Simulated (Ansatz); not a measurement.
# Hf₃N₂: a changed input and its effect

System: Hf₃N₂ (R-3m, 5 atoms in the cell).
Method of run 1: DFT PBEsol, scalar-relativistic, plane waves, PAW, no spin polarisation (Ansatz 0.2.0).

The structure derives from a Materials Project entry. Text and figures count atoms from 1; the logs count them from 0 in places.

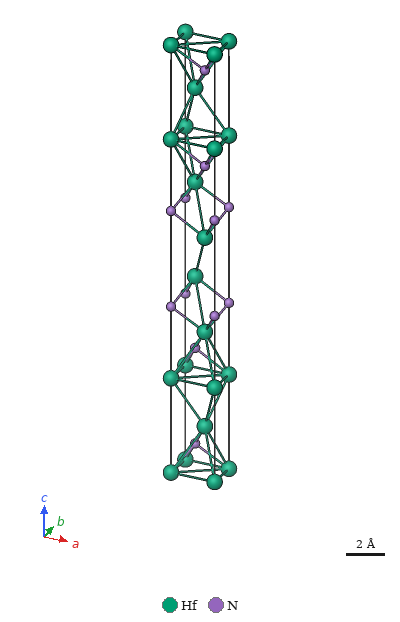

Fig. 1: The structure (ball-and-stick view of the cell 3 times as large as that of the calculation, set on its symmetry axes, seen slightly off an axis). An atom can appear more than once, as a periodic image. Near neighbours in the periodic cell (some may lie outside the picture): Hf has 12 Hf at 3.12 to 3.21 Å and 3 N at 2.29 Å; Hf has 12 Hf at 3.20 to 3.21 Å and 6 N at 2.24 Å; N has 6 Hf at 2.24 to 2.29 Å.

## The input, run 1
```yaml
crystal:
  lattice:
    - [1.5994260774, 0.9234290764, 7.7548432223]
    - [-1.5994260774, 0.9234290764, 7.7548432223]
    - [0.0, -1.8468581527, 7.7548432223]
  atoms:
    - { symbol: Hf, position: [0.77941866, 0.77941866, 0.77941866] }
    - { symbol: Hf, position: [0.22058134, 0.22058134, 0.22058134] }
    - { symbol: Hf, position: [0.0, 0.0, 0.0] }
    - { symbol: "N", position: [0.61191553, 0.61191553, 0.61191553] }
    - { symbol: "N", position: [0.38808447, 0.38808447, 0.38808447] }
basis:
  ecutwfc: 420
kpoints:
  mp_grid: { grid: [12, 12, 12] }
hamiltonian:
  xc: pbesol
scf:
  occupations: { method: gaussian, width: 0.1 }
output:
  forces: true
  stress: true
  eigenvalues: true
  populations: true
```

Command:
```bash
ansatz run input.yaml --threads 1 --pin off --max-ram 2560MiB --backend cpu --events-out ev --progress --plain --runs-dir out
```

Hardware: 1 thread of Arm Neoverse V1, 24 GiB of memory available, shared host.

## Output, shortened to warnings, some set-up lines, iterations and results (run 1)
```
Basis set: ecut = 420 eV, 1351 PW (Γ), FFT grids on a1−a3, a2−a3, a3, exchange–correlation on 48×48×108 points (8 copies of the dense FFT grid, shifted against one another)
Symmetry: 12 space group operations
k-points: 189 of 1728
Initial density: superposition of atomic densities (neutral atoms: chi_scale 0, normalization atom), corrected by the library's trained network
[...]
SCF iter   1: F=—  HF=-47558.920873 eV  |F-HF|=—  |Δ(HF+E_count)|=         —  Δρ=1.08e-2  dr2=3.69e-1  ethr=1.77e-3  ⟨swp⟩=4.6  Hψ=29344  notcnv=0  defer=62
SCF iter   2: F=—  HF=-47558.891125 eV  |F-HF|=—  |Δ(HF+E_count)|=   2.97e-2  Δρ=4.95e-3  dr2=1.25e-1  ethr=4.19e-4  ⟨swp⟩=1.2  Hψ=11572  notcnv=0  defer=142
SCF iter   3: F=—  HF=-47558.879101 eV  |F-HF|=—  |Δ(HF+E_count)|=   1.20e-2  Δρ=1.91e-3  dr2=1.90e-2  ethr=1.42e-4  ⟨swp⟩=1.7  Hψ=9797  notcnv=0  defer=142
SCF iter   4: F=—  HF=-47558.876575 eV  |F-HF|=—  |Δ(HF+E_count)|=   2.53e-3  Δρ=1.07e-3  dr2=1.57e-3  ethr=2.16e-5  ⟨swp⟩=2.0  Hψ=14989  notcnv=0  defer=142
SCF iter   5: F=—  HF=-47558.875825 eV  |F-HF|=—  |Δ(HF+E_count)|=   7.50e-4  Δρ=6.27e-4  dr2=4.12e-4  ethr=1.78e-6  ⟨swp⟩=2.0  Hψ=15088  notcnv=0  defer=142
SCF iter   6: F=—  HF=-47558.875703 eV  |F-HF|=—  |Δ(HF+E_count)|=   1.21e-4  Δρ=1.92e-4  dr2=2.81e-5  ethr=4.69e-7  ⟨swp⟩=2.0  Hψ=16984  notcnv=0  defer=142
SCF iter   7: F=—  HF=-47558.875716 eV  |F-HF|=—  |Δ(HF+E_count)|=   1.27e-5  Δρ=8.54e-5  dr2=7.61e-6  ethr=3.19e-8  ⟨swp⟩=2.6  Hψ=18842  notcnv=0  defer=654
SCF iter   8: F=—  HF=-47558.875716 eV  |F-HF|=—  |Δ(HF+E_count)|=   2.27e-8  Δρ=4.07e-5  dr2=1.66e-6  ethr=8.65e-9  ⟨swp⟩=3.0  Hψ=18215  notcnv=0  defer=654
SCF iter   9: F=—  HF=-47558.875714 eV  |F-HF|=—  |Δ(HF+E_count)|=   2.34e-6  Δρ=2.13e-5  dr2=3.68e-7  ethr=1.88e-9  ⟨swp⟩=3.0  Hψ=18638  notcnv=0  defer=657
SCF iter  10: F=-47558.875714 eV  HF=-47558.875714 eV  |F-HF|=7.84e-9  |Δ(HF+E_count)|=   1.62e-7  Δρ=6.98e-6  dr2=2.11e-8  ethr=1.14e-10  ⟨swp⟩=10.9  Hψ=49842  notcnv=0
SCF 1 converged in 10 iterations: F = -47558.875714 eV  dr2 = 2.11e-8
SCF converged after 10 iterations
Free energy (F): -47558.875714 eV
Harris-Foulkes:  -47558.875714 eV  (|F-HF|=7.84e-9)
Internal energy: -47558.869033 eV  (E = F + TS)
E sigma→0 (E₀):  -47558.872373 eV
Entropy (-TS):   -0.006681 eV (-1.336 meV/atom)
Fermi energy:    21.808840 eV
--- Per-component energies (eV) ---
  E_band       = 366.740102
  E_kinetic    = 1534.824094
  E_local      = -14664.800323  (includes V_loc(G=0)·N_el)
  E_nonlocal   = -3623.977913
  E_hartree    = 6926.757237
  E_xc         = -1014.814648
  E_vxc        = -953.671261  (∫ρ·V_xc dr)
  E_paw        = -20666.537806  (= ΣΔE_a)
  E_vpaw       = 4220.845522  (= ΣTr[D̂ρ^β])
  E_aug_tail   = 0.000182  (compensation charges beyond the density's cutoff)
  E_ewald      = -16054.129329
  E_core_change = 3.809472  (= ΣΔE_core)
  E_smearing   = -0.006681  (= −TS)
  E_closure    = 0.000000  (closes the sum)
  Σ components = -47558.875714   (vs F -47558.875714, Δ=0.00e0)
--- Forces (eV/Å), atoms counted from 1 ---
  atom   1  Hf    -0.00000000    -0.00000000    -0.23367720
  atom   2  Hf     0.00000000     0.00000000     0.23367720
  atom   3  Hf     0.00000000     0.00000000     0.00000000
  atom   4  N      0.00000000    -0.00000000    -0.22826883
  atom   5  N     -0.00000000     0.00000000     0.22826883
  max |Σ_I F_I| component: 2.78e-17 eV/Å
--- Stress (GPa, compression-positive) ---
       -1.911264       0.000000      -0.000000
        0.000000      -1.911264      -0.000000
       -0.000000      -0.000000      -2.691998
  P = ⅓ Tr σ = -2.1715 GPa (-21.715 kbar)
--- Löwdin populations: 5 sites ---
  site symbol       q [e]
     0     Hf     25.6037
     1     Hf     25.6037
     2     Hf     25.2869
     3      N      5.6388
     4      N      5.6388
  spilling = 0.002590 (of n_electrons = 88.000000)
```

Run 2 used a changed input.

## The two runs side by side

```tsv
quantity	run 1	run 2
outcome	converged	converged
free energy per atom (eV)	−9511.7751	−9511.7770
energy per atom, smearing taken to zero (eV)	−9511.7745	−9511.7762
gap on the mesh (eV)	0.00	0.00
pressure (GPa)	−2.17	−2.34
largest force (eV/Å)	0.234	0.269
SCF iterations	10	10
irreducible k-points	189	32
plane waves at Γ	1351	1351
wall time (shared host)	58 s	8.8 s
```

Which change of the input explains these differences?

The change (lines with − go, lines with + come):
```diff
-  mp_grid: { grid: [12, 12, 12] }
+  mp_grid: { grid: [6, 6, 6] }
-  populations: true
```

The free energy of run 2 is 1.9 meV per atom lower, which measures how much it depends on this numerical setting. The pressure goes from −2.17 to −2.34 GPa. The largest force goes from 0.234 to 0.269 eV/Å. The number of SCF iterations is the same. The irreducible k-points go from 189 to 32. On the same kind of shared host run 2 took about 0.15 times as long.

## Output, shortened to warnings, some set-up lines, iterations and results (run 2)
```
Basis set: ecut = 420 eV, 1351 PW (Γ), FFT grids on a1−a3, a2−a3, a3, exchange–correlation on 48×48×108 points (8 copies of the dense FFT grid, shifted against one another)
Symmetry: 12 space group operations
k-points: 32 of 216
Initial density: superposition of atomic densities (neutral atoms: chi_scale 0, normalization atom), corrected by the library's trained network
[...]
SCF iter   1: F=—  HF=-47558.925817 eV  |F-HF|=—  |Δ(HF+E_count)|=         —  Δρ=1.08e-2  dr2=3.32e-1  ethr=1.77e-3  ⟨swp⟩=4.7  Hψ=5026  notcnv=0  defer=5
SCF iter   2: F=—  HF=-47558.897674 eV  |F-HF|=—  |Δ(HF+E_count)|=   2.81e-2  Δρ=4.56e-3  dr2=1.03e-1  ethr=3.77e-4  ⟨swp⟩=1.2  Hψ=1961  notcnv=0  defer=23
SCF iter   3: F=—  HF=-47558.888011 eV  |F-HF|=—  |Δ(HF+E_count)|=   9.66e-3  Δρ=1.81e-3  dr2=1.79e-2  ethr=1.17e-4  ⟨swp⟩=1.6  Hψ=1605  notcnv=0  defer=23
SCF iter   4: F=—  HF=-47558.886007 eV  |F-HF|=—  |Δ(HF+E_count)|=   2.00e-3  Δρ=1.01e-3  dr2=1.43e-3  ethr=2.03e-5  ⟨swp⟩=2.0  Hψ=2500  notcnv=0  defer=23
SCF iter   5: F=—  HF=-47558.885265 eV  |F-HF|=—  |Δ(HF+E_count)|=   7.42e-4  Δρ=5.89e-4  dr2=3.65e-4  ethr=1.62e-6  ⟨swp⟩=2.0  Hψ=2566  notcnv=0  defer=23
SCF iter   6: F=—  HF=-47558.885166 eV  |F-HF|=—  |Δ(HF+E_count)|=   9.87e-5  Δρ=2.00e-4  dr2=2.68e-5  ethr=4.15e-7  ⟨swp⟩=2.1  Hψ=2903  notcnv=0  defer=23
SCF iter   7: F=—  HF=-47558.885171 eV  |F-HF|=—  |Δ(HF+E_count)|=   4.91e-6  Δρ=6.32e-5  dr2=4.98e-6  ethr=3.04e-8  ⟨swp⟩=2.8  Hψ=3308  notcnv=0  defer=105
SCF iter   8: F=—  HF=-47558.885172 eV  |F-HF|=—  |Δ(HF+E_count)|=   6.58e-7  Δρ=4.00e-5  dr2=1.20e-6  ethr=5.66e-9  ⟨swp⟩=3.0  Hψ=3130  notcnv=0  defer=105
SCF iter   9: F=—  HF=-47558.885169 eV  |F-HF|=—  |Δ(HF+E_count)|=   2.61e-6  Δρ=1.83e-5  dr2=2.73e-7  ethr=1.36e-9  ⟨swp⟩=3.0  Hψ=3228  notcnv=0  defer=105
SCF iter  10: F=-47558.885169 eV  HF=-47558.885169 eV  |F-HF|=1.00e-8  |Δ(HF+E_count)|=   9.98e-8  Δρ=5.24e-6  dr2=1.42e-8  ethr=1.14e-10  ⟨swp⟩=10.9  Hψ=8503  notcnv=0
SCF 1 converged in 10 iterations: F = -47558.885169 eV  dr2 = 1.42e-8
SCF converged after 10 iterations
Free energy (F): -47558.885169 eV
Harris-Foulkes:  -47558.885169 eV  (|F-HF|=1.00e-8)
Internal energy: -47558.876851 eV  (E = F + TS)
E sigma→0 (E₀):  -47558.881010 eV
Entropy (-TS):   -0.008319 eV (-1.664 meV/atom)
Fermi energy:    21.834094 eV
--- Per-component energies (eV) ---
  E_band       = 366.982243
  E_kinetic    = 1534.808442
  E_local      = -14665.053497  (includes V_loc(G=0)·N_el)
  E_nonlocal   = -3623.992941
  E_hartree    = 6927.002485
  E_xc         = -1014.815180
  E_vxc        = -953.675886  (∫ρ·V_xc dr)
  E_paw        = -20666.506485  (= ΣΔE_a)
  E_vpaw       = 4220.887371  (= ΣTr[D̂ρ^β])
  E_aug_tail   = 0.000182  (compensation charges beyond the density's cutoff)
  E_ewald      = -16054.129329
  E_core_change = 3.809472  (= ΣΔE_core)
  E_smearing   = -0.008319  (= −TS)
  E_closure    = 0.000000  (closes the sum)
  Σ components = -47558.885169   (vs F -47558.885169, Δ=0.00e0)
--- Forces (eV/Å), atoms counted from 1 ---
  atom   1  Hf     0.00000000    -0.00000000    -0.26941334
  atom   2  Hf     0.00000000     0.00000000     0.26941334
  atom   3  Hf     0.00000000     0.00000000    -0.00000000
  atom   4  N      0.00000000    -0.00000000    -0.25766618
  atom   5  N      0.00000000     0.00000000     0.25766618
  max |Σ_I F_I| component: 1.04e-17 eV/Å
--- Stress (GPa, compression-positive) ---
       -2.081685       0.000000      -0.000000
        0.000000      -2.081685      -0.000000
       -0.000000      -0.000000      -2.871518
  P = ⅓ Tr σ = -2.3450 GPa (-23.450 kbar)
```

For both runs: Spin–orbit coupling is left out, which matters for Hf.
